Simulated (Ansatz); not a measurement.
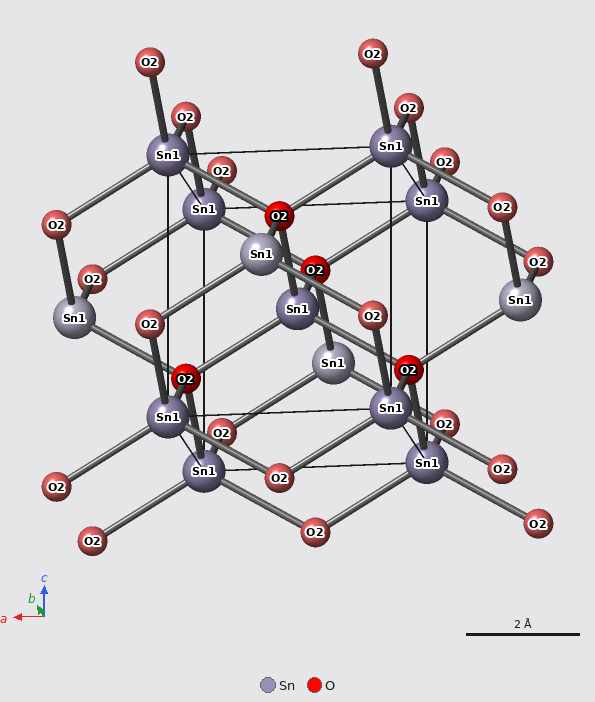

Figure 1. The structure (ball-and-stick view of the cell 2 times as large as that of the calculation, set on its symmetry axes, seen at an oblique angle; neighbours outside the cell are drawn fainter; atoms are numbered from 1 in the order of the input).

Single-point calculation, with input and output: SnO (part 1 of 2)

SnO (2 atoms in the cell), computed with DFT, HSE06, plane waves, PAW, no spin polarisation (Ansatz 0.2.0).

The structure was built on a prototype by a generator. The geometry comes from this level: r2SCAN (a point of a series of strains). It belongs to a series of runs on one base structure; here: epitaxial_xy strain +5.0%. Figures and captions count atoms from 1; the log counts them from 0 in places.

## Input file
```yaml
crystal:
  lattice:
    - [0.0, 2.8436254674, 2.4052638061]
    - [2.8436254674, 0.0, 2.4052638061]
    - [2.8436254674, 2.8436254674, 0.0]
  atoms:
    - { symbol: Sn, position: [0.0, 0.0, 0.0] }
    - { symbol: O, position: [0.25, 0.25, 0.25] }
kpoints:
  mp_grid: { grid: [6, 6, 6] }
  band_path:
    path:
      - [0.0, 0.0, 0.0]
      - [-0.5, -0.5, 0.0]
      - [-0.375, -0.375, 0.25]
      - [-0.375, 0.0, 0.375]
      - [0.0, 0.0, 0.5]
      - [-0.5, -0.25, 0.25]
      - [-0.5, -0.4, 0.1]
      - [0.239583, -0.260417, -0.5]
    npoints: 1
hamiltonian:
  xc: hse06
scf:
  occupations: { method: fermi_dirac, width: 0.02 }
  n_extra_bands: 4
output:
  forces: true
  stress: true
  eigenvalues: true
  write_density: true
  write_potential: true
  elf: true
  volumetric_format: npy
```

Run on 2 threads of an x86-64 CPU, shared host.

Launched with:
```bash
ansatz run input.yaml --threads 2 --pin off --max-ram 2211MiB --backend cpu --events-out ev --progress --plain --runs-dir out
```

## The program's output
```
Warning: output.stress: scf.convergence.dr2_threshold = 1e-7 eV (the SCF's general default) is looser than the 2e-10 eV advised for a printed stress (1e-10 eV for each atom of the cell: 2). What an SCF threshold leaves in a stress goes as its square root, and in the free energy as the threshold itself, and one threshold admits the most on a small cell: of the crystals measured, under no hybrid functional and no lock of the moments, on runs that ended without the residual-converged pass, on stresses that held no estimate of that error, the worst erred by over 100 MPa in a component at 1e-7 eV an atom and by under 5 at 1e-10. Set scf.convergence.dr2_threshold to 2e-10 eV or tighter. The threshold is an SCF's pass mark: one that does not reach it within its budget of iterations ends unconverged, or closes short of it on a stop that the run arms, and scf.convergence.dr2_threshold's page says what that costs each kind of run
Warning: output.stress: scf.exx.energy_threshold = 1e-6 eV is looser than the 2e-8 eV advised for a stress under a hybrid functional (1e-8 eV for each atom of the cell: 2). Every SCF of the exchange loop can meet its threshold on dr2 while the loop round them stops early: no threshold on dr2 bounds what that leaves in the stress. Set scf.exx.energy_threshold to 2e-8 eV or tighter. The threshold is the loop's pass mark: a loop that does not reach it within its budget of cycles ends unconverged, and scf.exx.energy_threshold's page has the law
scf.n_extra_bands = 4 over 10 filled bands (N_el = 20.0): the run solves 14 bands
Engine: ansatz 0.2.0, x86_64-unknown-linux-gnu
Pseudopotentials: kind: paw
Pseudopotential: Sn, paw, valence charge 14, recommended cutoff 420 eV (normal), Sn.paw.azcp
Pseudopotential: O, paw, valence charge 6, recommended cutoff 420 eV (normal), O.paw.azcp
Functional definition: HSE06
  parameter a = 0.25
  parameter omega = 0.11/bohr
  exchange = pbe_x - a*pbe_x_sr(omega) + a*exact_x_sr(omega)
  correlation = pbe_c
Crystal: 2 atoms, lattice volume = 38.899 Å³
Basis set: ecut = 420 eV, 741 PW (Γ), exchange–correlation on 50×50×54 points (8 copies of the dense FFT grid, shifted against one another)
Bands: 14, of which v1, the nominal top of the filled ones, is band 10 counted from 1 (9 counted from 0)
Symmetry: 8 space group operations
Space group: I-4m2 (ITA 119), of the structure as read, at distance tolerance 3.4e-5 Å
k-points: 30 of 216 (time reversal used)
Non-local potential: Sn, projectors of the file, l = 0: 2, l = 1: 2, l = 2: 2, l = 3: 2
Non-local potential: O, projectors of the file, l = 0: 2, l = 1: 2, l = 2: 1
PAW form: soft (Blöchl's): semilocal exchange-correlation on the pseudo side does not see the compensation charge
PAW frozen core: Sn, regenerated for the run's functional, and the local potential with it (the file was generated under x = pbe(κ = 0.804, μ = 0.2195149727645171), c = pbe(β = 0.06672455060314922))
PAW frozen core: O, regenerated for the run's functional, and the local potential with it (the file was generated under x = pbe(κ = 0.804, μ = 0.2195149727645171), c = pbe(β = 0.06672455060314922))
PAW one-centre angular grid: Sn, 590 points (default); XC on 64 Gauss nodes
PAW one-centre angular grid: O, 110 points (default); XC on 96 Gauss nodes
Initial density: superposition of atomic densities (neutral atoms: chi_scale 0, normalization atom), corrected by the library's trained network
Initial wavefunctions: pseudopotential atomic-orbital guess
Functional: x = pbe(κ = 0.804, μ = 0.2195149727645171), c = pbe(β = 0.06672455060314922), warm-up for x = pbe(κ = 0.804, μ = 0.2195149727645171) + 0.25 (exact − pbe) at short range (hse, ω = 0.20786987370883472 Å⁻¹), c = pbe(β = 0.06672455060314922); HSE06 as pw.x's `hse` composes it (authors' and Libxc's form: `xc: wpbeh`)
SCF iter   1: F=—  HF=-6590.765106 eV  |F-HF|=—  |Δ(HF+E_count)|=         —  Δρ=5.78e-3  dr2=1.46e-2  ethr=1.77e-3  ⟨swp⟩=8.5  Hψ=1809  notcnv=0
preconditioner: auto → Kerker (q_TF=auto, 2.442 Å⁻¹)  [metal: Δε(μ)=0.016 eV  Ē_g=19.158 eV  σ=0.020 eV  W_gap=0.19  n_scr=12 (ndim 8)  ℏωp=26.6 eV  f_vac=0.014  D(μ)=0.86/eV (n_scr^D=0)]
iter 2 solved again at ethr=7.11e-6 eV; its pass at ethr=7.31e-5 eV (dr2=1.42e-3 eV) is discarded
SCF iter   2: F=—  HF=-6590.763632 eV  |F-HF|=—  |Δ(HF+E_count)|=   1.47e-3  Δρ=2.69e-3  dr2=1.40e-3  ethr=7.11e-6  ⟨swp⟩=3.0  Hψ=1925  notcnv=0  defer=13
preconditioner: auto → none  [insulator: Δε(μ)=0.150 eV  Ē_g=19.160 eV  σ=0.020 eV  W_gap=0.51  n_scr=12 (ndim 8)  ℏωp=26.6 eV  f_vac=0.014  D(μ)=0.81/eV (n_scr^D=0)]
SCF iter   3: F=—  HF=-6590.763493 eV  |F-HF|=—  |Δ(HF+E_count)|=   1.39e-4  Δρ=8.25e-4  dr2=1.19e-4  ethr=7.02e-6  ⟨swp⟩=3.1  Hψ=892  notcnv=0  defer=6
SCF iter   4: F=—  HF=-6590.763594 eV  |F-HF|=—  |Δ(HF+E_count)|=   1.01e-4  Δρ=1.68e-4  dr2=8.03e-6  ethr=5.95e-7  ⟨swp⟩=3.7  Hψ=966  notcnv=0  defer=4
SCF iter   5: F=—  HF=-6590.763595 eV  |F-HF|=—  |Δ(HF+E_count)|=   1.71e-6  Δρ=5.14e-5  dr2=6.75e-7  ethr=4.01e-8  ⟨swp⟩=4.0  Hψ=1046  notcnv=0  defer=1
SCF iter   6: F=—  HF=-6590.763596 eV  |F-HF|=—  |Δ(HF+E_count)|=   7.63e-7  Δρ=1.66e-5  dr2=1.03e-7  ethr=3.37e-9  ⟨swp⟩=3.6  Hψ=921  notcnv=0
SCF iter   7: F=—  HF=-6590.763596 eV  |F-HF|=—  |Δ(HF+E_count)|=  2.20e-10  Δρ=4.47e-6  dr2=7.78e-9  ethr=5.17e-10  ⟨swp⟩=2.9  Hψ=793  notcnv=0
SCF iter   8: F=-6590.763596 eV  HF=-6590.763596 eV  |F-HF|=1.27e-10  |Δ(HF+E_count)|=  7.64e-11  Δρ=7.64e-7  dr2=1.67e-10  ethr=3.89e-11  ⟨swp⟩=3.8  Hψ=930  notcnv=0
SCF 1 converged in 8 iterations: F = -6590.763596 eV  dr2 = 1.67e-10
  greatest PAW one-centre occupation: 0.992 electrons in one spin orbital (limit 2), on the Sn atom at site 0 (counted from 0), in its partial waves of l = 2
Initial density: handed on by an earlier stage of this run
Initial wavefunctions: those handed on with the density
Functional: x = pbe(κ = 0.804, μ = 0.2195149727645171) + 0.25 (exact − pbe) at short range (hse, ω = 0.20786987370883472 Å⁻¹), c = pbe(β = 0.06672455060314922); HSE06 as pw.x's `hse` composes it (authors' and Libxc's form: `xc: wpbeh`)
Exchange kernel: α = 0.2500, screened, ω = 0.2079 Å⁻¹, Wigner–Seitz truncation, v(0) = 1046.3032 eV·Å³, q-mesh 6×6×6, nearest image of the exchange supercell L = 22.35 Å, pair-density grid 24×24×24, without the augmentation charges, whose exchange is taken in its separable form by FFT convolution over the k-point mesh (the finest that the files' search goes to), smooth part of the exact exchange by density-matrix convolution
Frozen-core exchange: fock
iter 1 solved again at ethr=2.71e-4 eV; its pass at ethr=1.00e-1 eV (dr2=5.41e-2 eV) is discarded
SCF iter   1: F=—  HF=-6594.179280 eV  |F-HF|=—  |Δ(HF+E_count)|=         —  Δρ=9.48e-3  dr2=5.42e-2  ethr=2.71e-4  ⟨swp⟩=4.1  Hψ=2009  notcnv=0
preconditioner: auto → Kerker (q_TF=auto, 2.442 Å⁻¹)  [metal: Δε(μ)=0.009 eV  Ē_g=21.512 eV  σ=0.020 eV  W_gap=0.11  n_scr=12 (ndim 8)  ℏωp=26.6 eV  f_vac=0.017  D(μ)=0.73/eV (n_scr^D=0)]
SCF iter   2: F=—  HF=-6594.175453 eV  |F-HF|=—  |Δ(HF+E_count)|=   3.83e-3  Δρ=5.51e-3  dr2=1.15e-2  ethr=2.54e-4  ⟨swp⟩=2.3  Hψ=852  notcnv=0
SCF iter   3: F=—  HF=-6594.171369 eV  |F-HF|=—  |Δ(HF+E_count)|=   4.08e-3  Δρ=1.92e-3  dr2=1.85e-3  ethr=5.59e-5  ⟨swp⟩=3.0  Hψ=936  notcnv=0  defer=1
SCF iter   4: F=—  HF=-6594.170850 eV  |F-HF|=—  |Δ(HF+E_count)|=   5.19e-4  Δρ=6.73e-4  dr2=1.41e-4  ethr=9.24e-6  ⟨swp⟩=3.7  Hψ=1018  notcnv=0  defer=3
SCF iter   5: F=—  HF=-6594.170864 eV  |F-HF|=—  |Δ(HF+E_count)|=   1.42e-5  Δρ=1.87e-4  dr2=1.20e-5  ethr=6.57e-7  ⟨swp⟩=3.1  Hψ=930  notcnv=0  defer=1
SCF iter   6: F=-6594.170869 eV  HF=-6594.170869 eV  |F-HF|=3.07e-7  |Δ(HF+E_count)|=   5.38e-6  Δρ=4.86e-5  dr2=1.37e-6  ethr=5.95e-8  ⟨swp⟩=3.1  Hψ=854  notcnv=0  defer=1
SCF 2 stopped early in 6 iterations: F = -6594.170869 eV  dr2 = 1.37e-6
  greatest PAW one-centre occupation: 0.993 electrons in one spin orbital (limit 2), on the Sn atom at site 0 (counted from 0), in its partial waves of l = 2
hybrid outer 1: dexx = +7.413e-3 eV, tail = 4.77e-5 eV
Exchange kernel: α = 0.2500, screened, ω = 0.2079 Å⁻¹, Wigner–Seitz truncation, v(0) = 1046.3032 eV·Å³, q-mesh 6×6×6, nearest image of the exchange supercell L = 22.35 Å, pair-density grid 24×24×24, without the augmentation charges, whose exchange is taken in its separable form by FFT convolution over the k-point mesh (the finest that the files' search goes to), smooth part of the exact exchange by density-matrix convolution
Frozen-core exchange: fock
SCF iter   1: F=—  HF=-6594.170603 eV  |F-HF|=—  |Δ(HF+E_count)|=         —  Δρ=9.05e-5  dr2=3.14e-6  ethr=1.19e-6  ⟨swp⟩=3.6  Hψ=960  notcnv=0
preconditioner: auto → none  [insulator: Δε(μ)=0.455 eV  Ē_g=21.462 eV  σ=0.020 eV  W_gap=0.51  n_scr=12 (ndim 8)  ℏωp=26.6 eV  f_vac=0.018  D(μ)=0.73/eV (n_scr^D=0)]
SCF iter   2: F=—  HF=-6594.170604 eV  |F-HF|=—  |Δ(HF+E_count)|=   8.71e-7  Δρ=6.76e-5  dr2=1.28e-6  ethr=1.46e-8  ⟨swp⟩=3.9  Hψ=1015  notcnv=0
SCF iter   3: F=—  HF=-6594.170604 eV  |F-HF|=—  |Δ(HF+E_count)|=   7.35e-8  Δρ=2.25e-5  dr2=9.13e-8  ethr=6.00e-9  ⟨swp⟩=2.5  Hψ=748  notcnv=0
SCF iter   4: F=—  HF=-6594.170604 eV  |F-HF|=—  |Δ(HF+E_count)|=   3.30e-8  Δρ=1.02e-5  dr2=3.51e-8  ethr=4.52e-10  ⟨swp⟩=4.1  Hψ=1033  notcnv=0  defer=1
SCF iter   5: F=-6594.170604 eV  HF=-6594.170604 eV  |F-HF|=3.49e-10  |Δ(HF+E_count)|=   8.17e-9  Δρ=1.62e-6  dr2=5.25e-10  ethr=1.72e-10  ⟨swp⟩=2.7  Hψ=809  notcnv=0
SCF 3 converged in 5 iterations: F = -6594.170604 eV  dr2 = 5.25e-10
  Residual-converged pass: ⟨swp⟩=3.7  Hψ=1033  notcnv=0  max |occ|·‖R‖ = 2.4e-6 eV (tolerance 2.4e-6 eV)  dr2=5.84e-10  dr2_onsite=9.15e-11  max |Δocc| = 2.4e-10
```

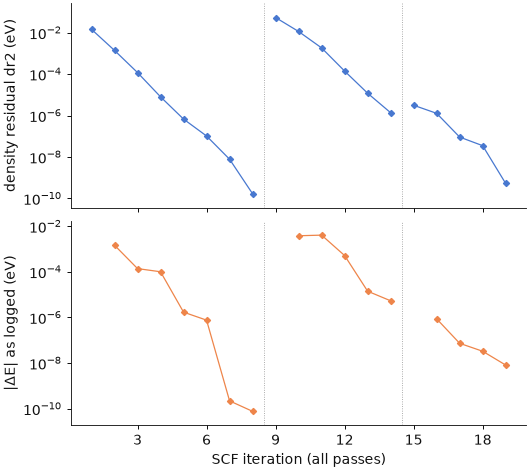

Figure 2. Convergence of the self-consistent field: density residual dr2 and size of the energy change against the SCF iteration. The run starts with a semilocal functional; after that each stretch between dotted lines is one SCF of the hybrid functional between two exact rebuilds of the exchange operator by the outer loop. Early passes are stopped at a loose threshold. The passes take 8, 6 and 5 iterations.

```
hybrid outer 2: dexx = +6.120e-7 eV, tail = 9.95e-9 eV, Δε = 3.46e-3 eV (about 8.72e-5 eV left of the loop's levels)
NSCF: frozen V_eff on 8 k-points
hybrid SCF converged: 2 outer / 11 inner (+8 warm-up), last move |dexx| = 6.12e-7 eV, tail = 9.95e-9 eV
Stability not checked: this state was not tested for a lower state beside it, because the functional holds exact exchange (a hybrid, or Hartree-Fock), whose exchange loop this test does not read (fock_operator; see scf.lower_state_search)
Free energy (F): -6594.170604 eV
Frozen-core exchange: fock
Harris-Foulkes:  -6594.170604 eV  (|F-HF|=3.49e-10)
Internal energy: -6594.169756 eV  (E = F + TS)
E sigma→0 (E₀):  -6594.170180 eV
Entropy (-TS):   -0.000848 eV (-0.424 meV/atom)
Fermi energy:    8.825663 eV
```
